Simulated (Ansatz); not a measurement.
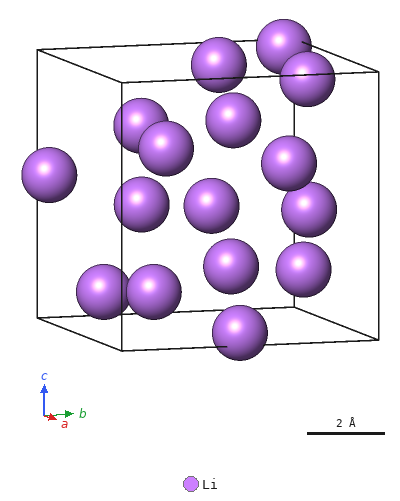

Starting frame of a dynamics run of a 16-atom cell of Li. It starts from the last geometry of an earlier run, with fresh velocities. The picture is a spheres-only view of the simulation cell, seen slightly off an axis.

Computed with DFT PBE, scalar-relativistic, plane waves, PAW (Ansatz).

Input
```yaml
crystal:
  lattice:
    - [7.094447, 0.0, 0.0]
    - [0.0, 7.094447, 0.0]
    - [0.0, 0.0, 7.094447]
  atoms:
    - { symbol: Li, position: [0.00040113, -0.0457127, -0.03141905] }
    - { symbol: Li, position: [0.45687918, -0.10433593, -0.09335211] }
    - { symbol: Li, position: [-0.06612778, 0.47637896, 0.03649384] }
    - { symbol: Li, position: [0.02239246, 0.03425152, 0.53051843] }
    - { symbol: Li, position: [0.19931329, 0.18866991, 0.11040625] }
    - { symbol: Li, position: [0.50530309, 0.53547062, -0.01981153] }
    - { symbol: Li, position: [0.44481385, -0.09338006, 0.41850934] }
    - { symbol: Li, position: [0.5508678, 0.26709675, 0.15046419] }
    - { symbol: Li, position: [0.05639139, 0.38274273, 0.4107414] }
    - { symbol: Li, position: [0.23856509, 0.67080883, 0.19072218] }
    - { symbol: Li, position: [0.31544404, 0.29571836, 0.73988307] }
    - { symbol: Li, position: [0.55310584, 0.49121971, 0.46261327] }
    - { symbol: Li, position: [0.82466899, 0.75985204, 0.24737283] }
    - { symbol: Li, position: [0.73356824, 0.25457284, 0.70782878] }
    - { symbol: Li, position: [0.1789813, 0.69898584, 0.72678785] }
    - { symbol: Li, position: [0.72919452, 0.73476136, 0.63233085] }
basis:
  ecutwfc: 420.0
kpoints:
  mp_grid: { grid: [3, 3, 3] }
hamiltonian:
  xc: pbe
scf:
  occupations: { method: fermi_dirac, width: 0.11 }
  lower_state_search: "off"
md:
  timestep: 1
  n_steps: 100
  ensemble: npt_langevin
  temperature: 910.0
  initial_velocities: maxwell_boltzmann
  seed: 333684
  friction: 0.05
  pressure: 1.0
  fix_cell: [shape]
```

Launched with:
```bash
ansatz run input.yaml --threads 1 --pin off --max-ram 3072MiB --backend cpu --events-out ev --progress --plain --runs-dir out
```

Q: Predict how the run goes.

A: Over the second half the temperature averages 990 K (spread ±205 K). The potential energy is still drifting at the end, so the run hasn't reached equilibrium. The potential energy in the second half lies on average 7.6 meV per atom below the first frame. The mean pressure there is −0.2 GPa. The volume ends +10.0 % from the start. Root-mean-square distances from the starting positions over the second half, with the common drift of all atoms taken out: Li 0.75 Å. That is already a fair part of the typical shortest distance between atoms in the first frame, about 2.6 Å and still growing, as in a liquid, though 100 fs is too short to measure diffusion. The conserved quantity stays between −0.035 and 0.0089 meV per atom of its start. A straight-line fit has a slope that amounts to +0.0092 meV per atom over 100 fs (under 0.1 % of the mean kinetic energy), and the ripple about it is under 0.1 % of the kinetic energy's fluctuation. With a drift under 2 % and a ripple under 7 %, the integration is accurate.

Along the run (each row but the first and the last is the mean over the interval that it begins):

| time (fs) | potential energy (meV/atom) | T (K) | p (GPa) |
| --- | --- | --- | --- |
| 0.0 | 0.0 | 853 | 0.4 |
| 10.0 | -13.6 | 1075 | 0.3 |
| 20.0 | -10.5 | 1034 | 0.3 |
| 30.0 | 0.6 | 1063 | 0.2 |
| 40.0 | 1.5 | 1065 | 0.1 |
| 50.0 | -13.5 | 1280 | 0.2 |
| 60.0 | -18.8 | 1050 | -0.1 |
| 70.0 | -10.5 | 989 | -0.3 |
| 80.0 | -5.1 | 908 | -0.4 |
| 90.0 | 7.7 | 752 | -0.5 |
| 100.0 | 16.1 | 706 | -0.5 |

The paths of the atoms:

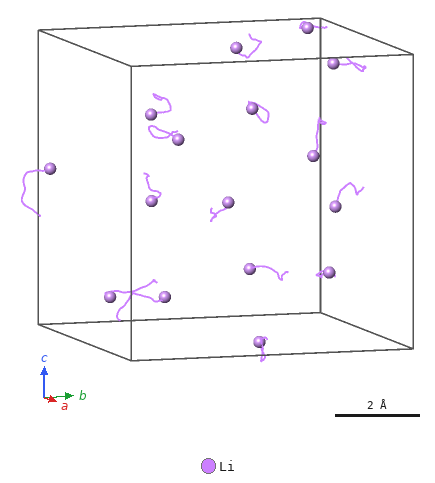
